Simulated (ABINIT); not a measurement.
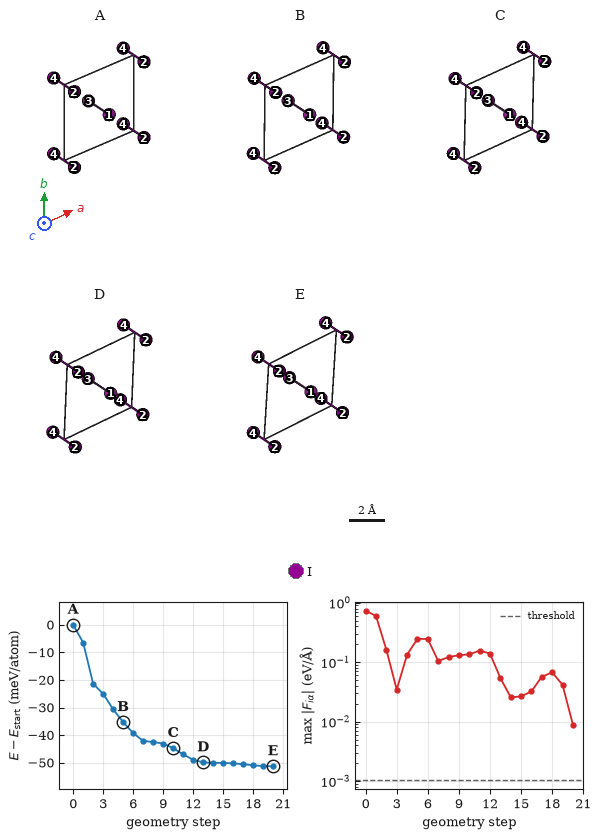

Frames of a relaxation of solid I (set up in Cmce), marked on the history of the run. A ball-and-stick model of the cell of the calculation, seen along the c axis.

The run lets cell and atoms move.

Level of theory: Kohn-Sham DFT of a periodic cell, PBEsol, PseudoDojo NC SR PBEsol v0.4.1 standard in ABINIT.

Input file:
```
# Pseudopotentials
pp_dirpath "./"
pseudos "I.upf"

# Structure
acell 4.353113857 4.353113857 9.79344 Angstrom
rprim
     0.8350424821    -0.5501854715     0.0000000000
     0.8350424821     0.5501854715     0.0000000000
     0.0000000000     0.0000000000     1.0000000000
ntypat 1
znucl 53
natom 4
typat 1 1 1 1
chkprim 0
chksymtnons 0
tolsym 1.0e-6
xred
   0.6493000000   0.3507000000   0.3844000000
   0.1493000000   0.8507000000   0.1156000000
   0.3507000000   0.6493000000   0.6156000000
   0.8507000000   0.1493000000   0.8844000000

# Plane-wave basis
ecut 35.0
ecutsm 0.5

# k points
kptopt 1
ngkpt 5 5 2
nshiftk 1
shiftk 0.0 0.0 0.0

# Exchange and correlation
ixc -116133

# Bands and occupations
nband 18
occopt 3
tsmear 0.00183747

# SCF cycle
nstep 80
tolvrs 1.0e-12

# Output
iomode 3
prteig 0
prtebands 0
prtwf 0
prtden 0

# Relaxation
ionmov 2
optcell 2
ntime 50
tolmxf 2.0e-5
dilatmx 1.08
```

Launched with:
```bash
abinit run.abi > log 2>&1
```

What happens along the run?

Answer. The run was cut off at its time limit before the relaxation converged, so the last structure is only a point on the way. After 20 geometry steps the energy has fallen by 51.3 meV per atom. Largest force component: 0.74 eV/Å at the start, 0.009 eV/Å at the end. Pressure: 0.18 GPa at the start and −0.01 GPa at the end. The largest moves relative to the cell, 0.12 Å, are those of I1, I2, I3 and I4. I3 goes along [−3 3 1]. Cell: a = b 4.353 → 4.356 Å (+0.1 %), c 9.793 → 9.736 Å (−0.6 %), γ 66.8° → 59.8°. Volume −6.4 %. Some distances before and after: I1–I3 2.678 → 2.818 Å. The space group stays Cmce (No. 64). From step 0 to 5: I atoms move most (0.11 Å), volume −3.7 %, energy −35.3 meV per atom. From step 5 to 10: I atoms move most (0.03 Å), volume −2.8 %, energy −9.4 meV per atom. From step 10 to 13: I atoms move most (0.06 Å), volume −1.7 %, energy −5.2 meV per atom. From step 13 to 20: I atoms move most (0.02 Å), volume +1.7 %, energy −1.4 meV per atom.

```
step  E − E(0), meV/atom  largest force component, eV/Å  pressure, GPa  volume, Å³/atom
   0                0.00                         0.7354           0.18           42.631
   1               -6.42                         0.5998          -0.12           42.654
   2              -21.38                         0.1619          -1.06           42.584
   3              -25.03                         0.0346          -1.26           42.385
   4              -30.63                         0.1341          -1.31           41.807
   5              -35.31                         0.2467          -1.02           41.056
   6              -39.23                         0.2459          -0.53           40.430
   7              -42.11                         0.1051           0.04           39.998
   8              -42.47                         0.1217           0.10           40.008
   9              -43.05                         0.1315           0.13           40.003
  10              -44.71                         0.1354           0.19           39.917
  11              -46.96                         0.1567           0.22           39.693
  12              -48.92                         0.1401           0.18           39.403
  13              -49.90                         0.0544           0.10           39.243
  14              -50.04                         0.0257           0.06           39.229
  15              -50.07                         0.0266           0.05           39.235
  16              -50.25                         0.0323           0.02           39.301
  17              -50.51                         0.0570          -0.01           39.424
  18              -50.94                         0.0675          -0.04           39.660
  19              -51.23                         0.0418          -0.04           39.853
  20              -51.31                         0.0090          -0.01           39.904
```

Limits of the set-up: layers or molecules are held without a dispersion correction, so their spacing is unreliable.
